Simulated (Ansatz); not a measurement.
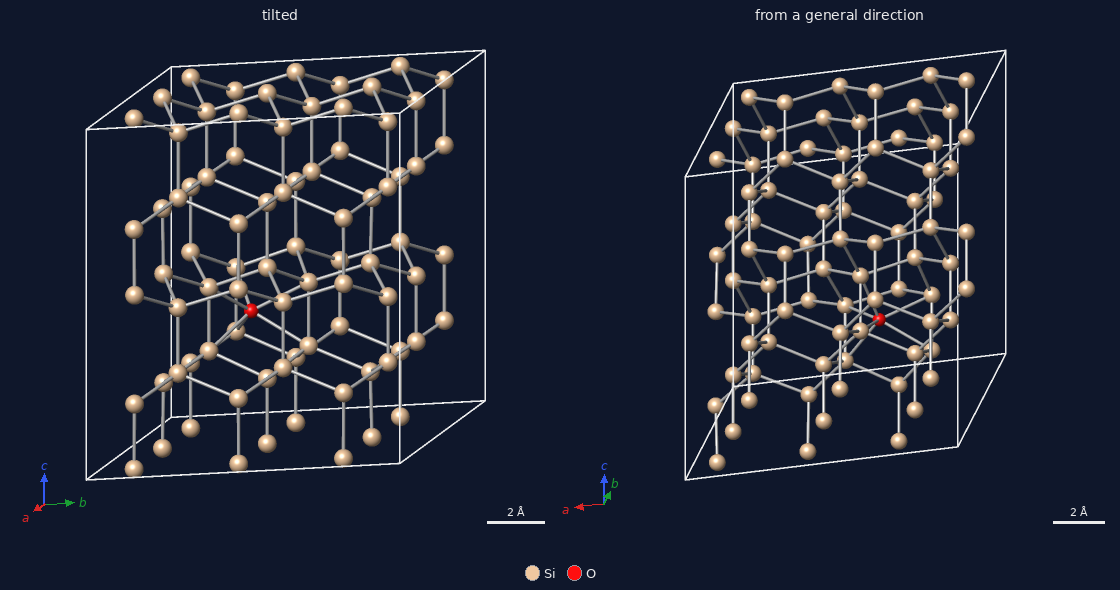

We look at a ball-and-stick model of the crystal slightly off an axis and from a general direction. The supercell is outlined; an atom on or near a face, edge or corner is repeated at each equivalent position. The host is Si, in a cell of 72 sites, and the cell is neutral.

Name the defect and give its surroundings.

Answer. An interstitial oxygen atom. It is bonded to six Si at about 2.4 Å.

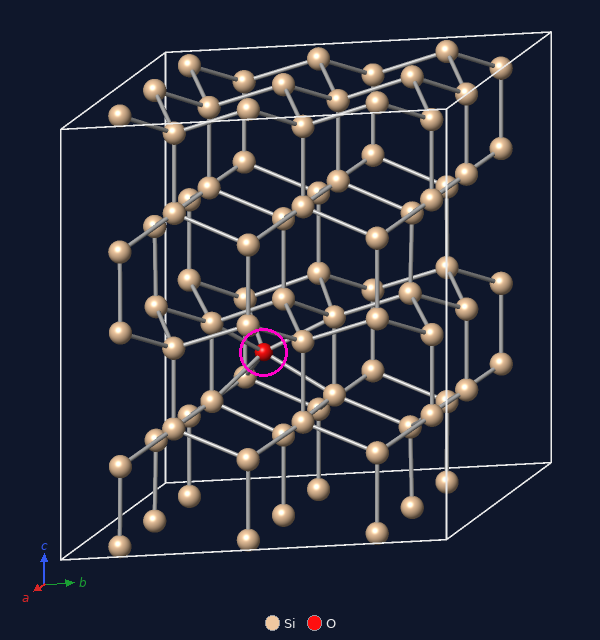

The same cell with a ring at the defect's site.

The atoms were relaxed in the host's cell with DFT PBE, scalar-relativistic, plane waves, PAW in Ansatz.
